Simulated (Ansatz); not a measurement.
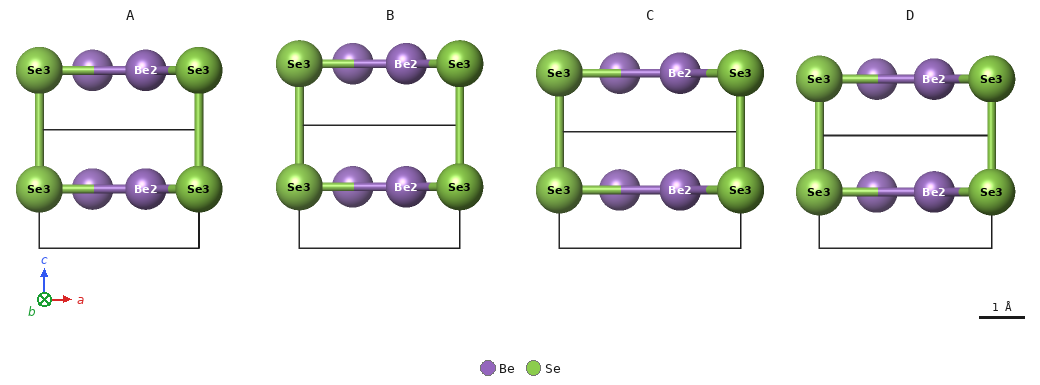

4 geometries from one relaxation of crystalline Be2Se (a generated structure, set up in P6/mmm) (coarse preliminary run), in shuffled order. Style: ball-and-stick. Shown: the cell of the calculation, repeated 1 × 1 × 2 with one cell outlined, along the b axis.

The calculation used Ansatz 0.2.0, DFT PBE, scalar-relativistic, plane waves, PAW. Settings: plane-wave cutoff 420 eV; k-point mesh 6 × 6 × 6; occupations gaussian; smearing width 0.1 eV; no spin polarisation; cell and atoms relaxed; force threshold 0.04 eV/Å; at most 70 steps.

### Order the frames from highest to lowest energy.

C, D, A, B. They are steps 0, 1, 4, 8, at +219 meV per atom, +96.3 meV per atom, +12.3 meV per atom relative to the last. The energy falls by 219 meV per atom in 7 accepted moves (8 points after the start). All forces vanish by symmetry, so only the cell relaxes. Pressure: −10.41 GPa at the start and 0.09 GPa at the end. At 1 point the geometry stayed and the basis and grid were re-selected for the new cell (energy shift of 0.2 meV per atom at most each time). The atoms keep their places relative to the cell (all moves are under 0.005 Å). Cell: a = b 4.734 → 4.191 Å (−11.5 %), c 2.641 → 2.784 Å (+5.4 %). Volume −17.4 %. Near-neighbour distances that change, for instance: Be–Se 2.733 → 2.420 Å, Se–Se 2.641 → 2.784 Å. The space group stays P6/mmm (No. 191). Cost: 9.2 s on 1 thread of AMD EPYC 7R43 64-Core Processor (Zen 3), on a shared host, peak memory 0.38 GiB.

Limits of the set-up: the k-point mesh is coarse for a cell with partly filled bands.
